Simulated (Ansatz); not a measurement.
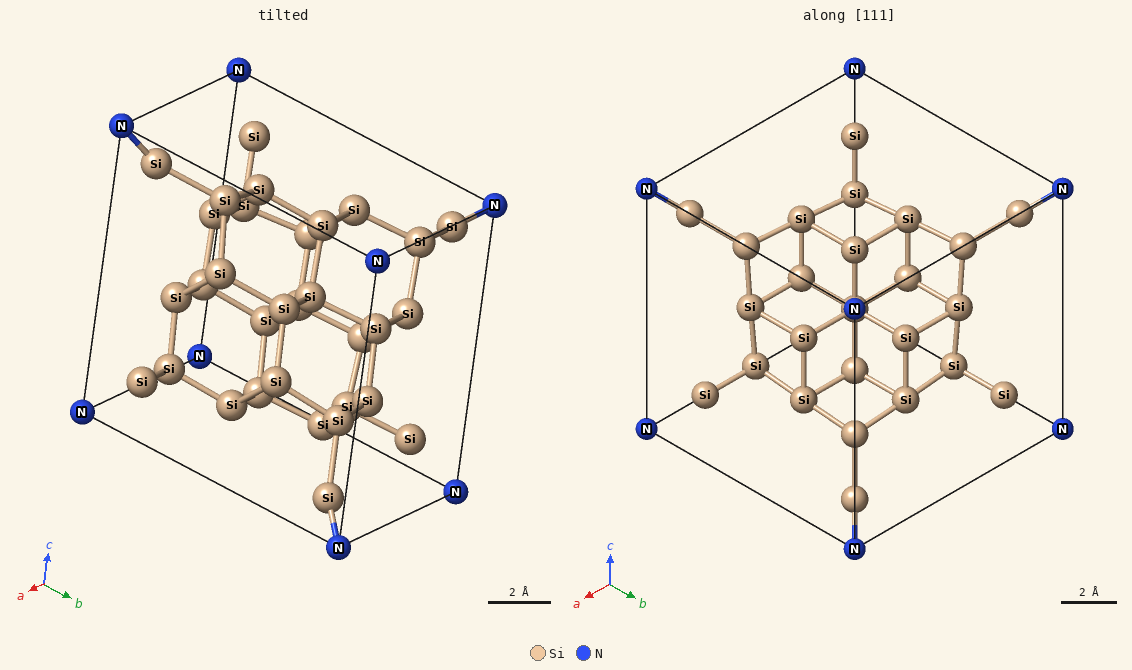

The crystal in a ball-and-stick representation, seen slightly off an axis and along [111]. The frame is the simulation cell; atoms at its boundary are shown with their periodic copies. Cell: a = 9.412 Å, b = 9.412 Å, c = 9.412 Å, α = 109.47°, β = 109.47°, γ = 109.47°.

Give a description of the structure.

The structure is one of Si32N. With Z = 1, the cell contains 32 Si, 1 N.

Its origin is a structure listed in the Materials Project, repeated into a supercell with a point defect put in. The atoms were relaxed in a fixed cell with DFT PBEsol, scalar-relativistic, plane waves, PAW in Ansatz.
